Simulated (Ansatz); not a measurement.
Sb₂Te₃ (space group R-3m, No. 166): the geometry relaxed with DFT PBE+D3(BJ), scalar-relativistic, plane waves, PAW in Ansatz.

```cif
data_structure
_symmetry_space_group_name_H-M 'P 1'
_symmetry_Int_Tables_number 1
_cell_length_a 4.2731
_cell_length_b 4.2731
_cell_length_c 29.8626
_cell_angle_alpha 90.000
_cell_angle_beta 90.000
_cell_angle_gamma 120.000
_cell_volume 472.23
loop_
_atom_site_label
_atom_site_type_symbol
_atom_site_fract_x
_atom_site_fract_y
_atom_site_fract_z
_atom_site_occupancy
Sb1 Sb 0.66667 0.33333 0.93431 1
Sb2 Sb 0.66667 0.33333 0.73236 1
Te1 Te 0.00000 0.00000 0.78982 1
Te2 Te 0.33333 0.66667 0.87685 1
Te3 Te 0.00000 0.00000 0.00000 1
Sb3 Sb 0.33333 0.66667 0.26764 1
Sb4 Sb 0.33333 0.66667 0.06569 1
Te4 Te 0.66667 0.33333 0.12315 1
Te5 Te 0.00000 0.00000 0.21018 1
Te6 Te 0.66667 0.33333 0.33333 1
Sb5 Sb 0.00000 0.00000 0.60098 1
Sb6 Sb 0.00000 0.00000 0.39902 1
Te7 Te 0.33333 0.66667 0.45648 1
Te8 Te 0.66667 0.33333 0.54352 1
Te9 Te 0.33333 0.66667 0.66667 1
```

Describe the stacking along c, with columns A (0, 0), B (1/3, 2/3), C (2/3, 1/3) of the hexagonal mesh.

Te(A) – Sb(B) – Te(C) – Te(A) – Sb(B) – Te(C) – Sb(A) – Te(B) – Te(C) – Sb(A) – Te(B) – Sb(C) – Te(A) – Te(B) – Sb(C) (15 layers in 29.86 Å).

Te layers alone: ACACBCBAB, a mixed type, (chh) in Jagodzinski's notation.

Sb: six octahedral sites, counted in one hexagonal cell. Three of the nine gaps between Te layers are empty, 2.60 Å wide.

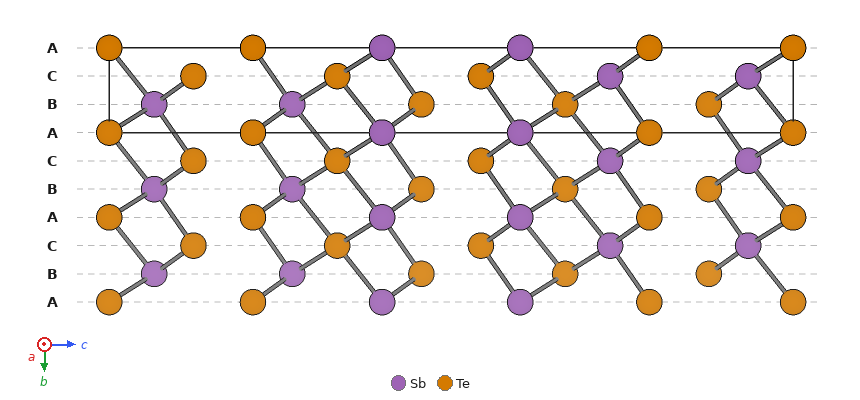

The picture looks along a close-packed row of the hexagonal mesh; c points to the right. The dashed lines mark the three columns A (0, 0), B (1/3, 2/3) and C (2/3, 1/3). The sequence starts with the first layer at or above the cell's origin.
